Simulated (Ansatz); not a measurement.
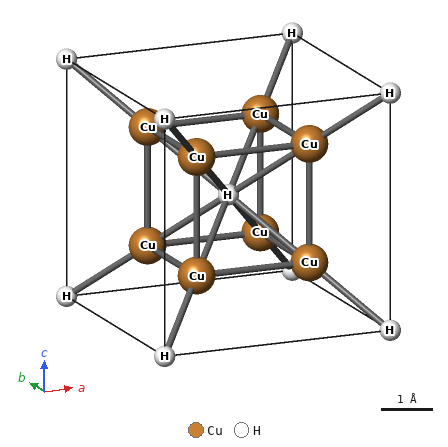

Structure drawing (ball-and-stick), viewed slightly off an axis. Atoms at the boundary of the conventional unit cell (the box) are drawn once for each face, edge or corner they touch. Cell: a = 4.84 Å, b = 4.84 Å, c = 4.84 Å, α = 90.00°, β = 90.00°, γ = 90.00°.

It goes back to a structure type filled with these elements by a generator (whether the compound takes this form wasn't checked). Earlier steps of the study may have refined or changed the cell and positions. Ansatz was used for an electronic-structure calculation on it.

Q: Give a description of the structure.

A: Chemical formula Cu₄H. It belongs to space group Im-3m (No. 229) and has a body-centred cubic lattice. Counting shared atoms by their share gives 8 Cu, 2 H, or 10 atoms. The coordination, counted out to bonding distance, is Cu 8 and H 8.

Level of theory and settings: DFT PBE, scalar-relativistic, plane waves, PAW (Ansatz), a kinetic-energy cutoff of 420 eV, k-points about 0.15 Å⁻¹ apart, Gaussian smearing of 0.1 eV, no spin polarisation.

Q: Metal or not?

A: A metal: bands cross the Fermi level.

Q: Predict the Bader charges.

A: Cu +0.04 e; H -0.17 e.

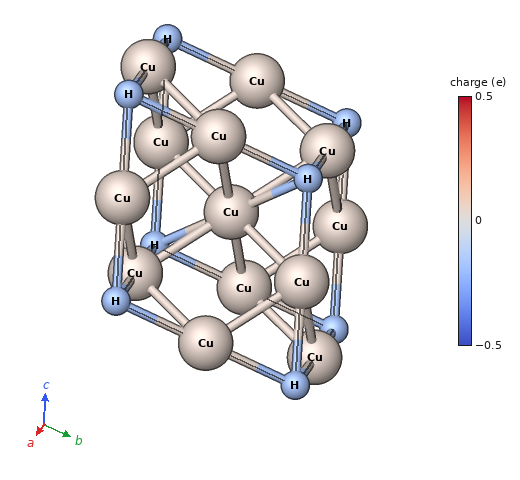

The atoms coloured by those charges. The run's cell of 5 atoms is drawn, so axes and origin can differ from the first picture.

Q: Does the calculation find this structure at rest?

A: Yes. All forces vanish to within 0.01 eV/Å. The pressure is 0.0 GPa, close to zero.
